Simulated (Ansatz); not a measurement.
## GaSb: 5 runs along one coordinate

System: GaSb (I-4m2, 2 atoms in the cell).
Method: DFT PBE, scalar-relativistic, plane waves, PAW, no spin polarisation (Ansatz 0.2.0).

The 5 runs differ only in the geometry, by a strain of the cell at fixed fractional positions. Against run 3, the strain is εxx = η and εyy = η. The structure derives from an entry of the Crystallography Open Database.

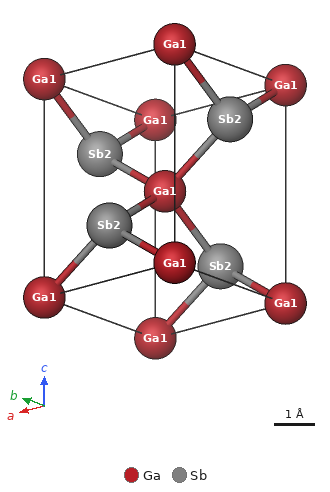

Figure 1. The structure of run 3 (ball-and-stick view of the cell 2 times as large as that of the calculation, set on its symmetry axes, seen at an oblique angle; atoms are numbered from 1 in the order of the input). An atom can appear more than once, as a periodic image.

**Input of run 3**
```yaml
crystal:
  lattice:
    - [0.0, 3.059, 2.90605]
    - [3.059, 0.0, 2.90605]
    - [3.059, 3.059, 0.0]
  atoms:
    - { symbol: Ga, position: [0.0, 0.0, 0.0] }
    - { symbol: Sb, position: [0.75, 0.75, 0.75] }
basis:
  ecutwfc: 420
kpoints:
  mp_grid: { grid: [14, 14, 14] }
hamiltonian:
  xc: pbe
scf:
  occupations: { method: gaussian, width: 0.15 }
output:
  forces: true
  stress: true
  eigenvalues: true
```

Command:
```bash
ansatz run input.yaml --threads 1 --pin off --max-ram 2560MiB --backend cpu --events-out ev --progress --plain --runs-dir out
```

Run 2 differs from it as follows:
```diff
-    - [0.0, 3.059, 2.90605]
-    - [3.059, 0.0, 2.90605]
-    - [3.059, 3.059, 0.0]
+    - [0.0, 2.982525, 2.90605]
+    - [2.982525, 0.0, 2.90605]
+    - [2.982525, 2.982525, 0.0]
```

**Results, with one run withheld**

```csv
run,strain parameter η (%),"free energy per atom, from the lowest run given (meV)",pressure (GPa),gap on the mesh (eV)
1,−5.0000,180.09,14.46,0.62
2,−2.5000,?,?,?
3,0.0000,27.06,5.49,0.20
4,2.5000,0.66,2.38,0.21
5,5.0000,0.00,−0.06,0.15
```

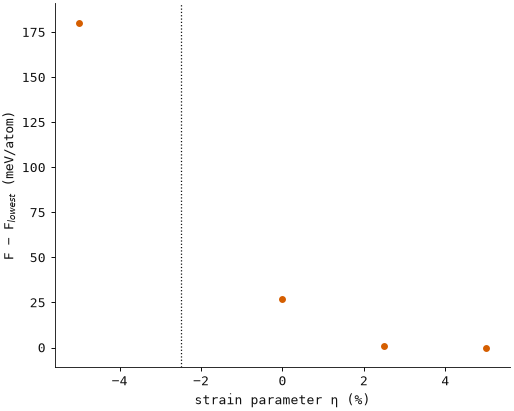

Figure 2. Free energy per atom of the runs given; the dotted line marks run 2.

What should run 2 give?

A quadratic polynomial in the coordinate, fitted to the 4 runs given, misses them by at most 1.67 meV per atom. With x = η − 0.6250, it reads F = 18.08 − 14.828 x + 2.4776 x² (meV per atom). At run 2 it gives 88.61 meV per atom, and the run itself gives 84.73. The fit has its minimum at η = 3.6174 %. The miss comes from the order of the polynomial or from scatter in that run; these data can't tell which. The gap on the mesh lies between 0.15 eV (run 5) and 0.62 eV (run 1); run 2 has 0.47 eV. These are gaps of this functional on this mesh, which can miss the band edges; they aren't the measured gap.

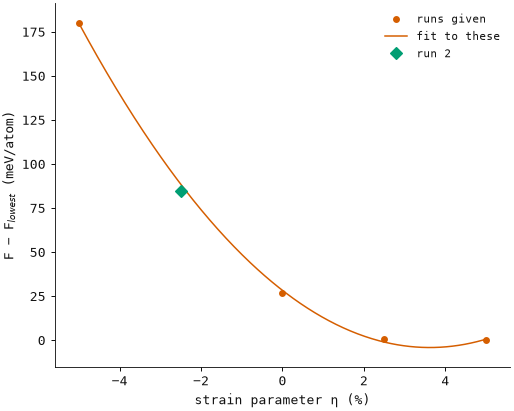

Figure 3. The fit and the withheld run.

**Output, shortened to warnings, some set-up lines, iterations and results (run 2)**
```
Basis set: ecut = 420 eV, 965 PW (Γ), exchange–correlation on 60×60×60 points (8 copies of the dense FFT grid, shifted against one another)
Symmetry: 8 space group operations
k-points: 244 of 2744 (time reversal used)
Initial density: superposition of atomic densities (neutral atoms: chi_scale 0, normalization atom), corrected by the library's trained network
[...]
SCF iter   1: F=—  HF=-10267.626901 eV  |F-HF|=—  |Δ(HF+E_count)|=         —  Δρ=1.40e-3  dr2=1.28e-3  ethr=1.77e-3  ⟨swp⟩=5.1  Hψ=21286  notcnv=0
SCF iter   2: F=—  HF=-10267.625519 eV  |F-HF|=—  |Δ(HF+E_count)|=   1.38e-3  Δρ=8.51e-4  dr2=2.95e-4  ethr=4.56e-6  ⟨swp⟩=2.0  Hψ=9711  notcnv=0
SCF iter   3: F=—  HF=-10267.625462 eV  |F-HF|=—  |Δ(HF+E_count)|=   5.69e-5  Δρ=2.78e-4  dr2=3.92e-5  ethr=1.05e-6  ⟨swp⟩=2.0  Hψ=6588  notcnv=0
SCF iter   4: F=—  HF=-10267.625503 eV  |F-HF|=—  |Δ(HF+E_count)|=   4.06e-5  Δρ=1.04e-4  dr2=5.46e-6  ethr=1.40e-7  ⟨swp⟩=3.0  Hψ=7779  notcnv=0
SCF iter   5: F=—  HF=-10267.625511 eV  |F-HF|=—  |Δ(HF+E_count)|=   8.65e-6  Δρ=3.60e-5  dr2=8.86e-7  ethr=1.95e-8  ⟨swp⟩=2.0  Hψ=7811  notcnv=0
SCF iter   6: F=-10267.625512 eV  HF=-10267.625512 eV  |F-HF|=4.23e-9  |Δ(HF+E_count)|=   7.95e-7  Δρ=1.06e-5  dr2=3.81e-8  ethr=3.57e-10  ⟨swp⟩=4.2  Hψ=19884  notcnv=0
SCF 1 converged in 6 iterations: F = -10267.625512 eV  dr2 = 3.81e-8
SCF converged after 6 iterations
Free energy (F): -10267.625512 eV
Harris-Foulkes:  -10267.625512 eV  (|F-HF|=4.23e-9)
Internal energy: -10267.625499 eV  (E = F + TS)
E sigma→0 (E₀):  -10267.625505 eV
Entropy (-TS):   -0.000013 eV (-0.007 meV/atom)
Fermi energy:    9.423373 eV
--- Per-component energies (eV) ---
  E_band       = -228.664169
  E_kinetic    = 326.013439
  E_local      = -3774.841765  (includes V_loc(G=0)·N_el)
  E_nonlocal   = 787.398590
  E_hartree    = 1747.625448
  E_xc         = -208.873318
  E_vxc        = -156.075392  (∫ρ·V_xc dr)
  E_paw        = -6564.575013  (= ΣΔE_a)
  E_vpaw       = -906.397194  (= ΣTr[D̂ρ^β])
  E_aug_tail   = -0.000114  (compensation charges beyond the density's cutoff)
  E_ewald      = -2580.372766
  E_smearing   = -0.000013  (= −TS)
  E_closure    = -0.000000  (closes the sum)
  Σ components = -10267.625512   (vs F -10267.625512, Δ=0.00e0)
--- Forces (eV/Å), atoms counted from 1 ---
  atom   1  Ga    -0.00000000    -0.00000000     0.00000000
  atom   2  Sb     0.00000000    -0.00000000    -0.00000000
  max |Σ_I F_I| component: 1.39e-17 eV/Å
--- Stress (GPa, compression-positive) ---
        9.109418      -0.000000       0.000000
       -0.000000       9.109418       0.000000
        0.000000       0.000000      10.150246
  P = ⅓ Tr σ = 9.4564 GPa (94.564 kbar)
```
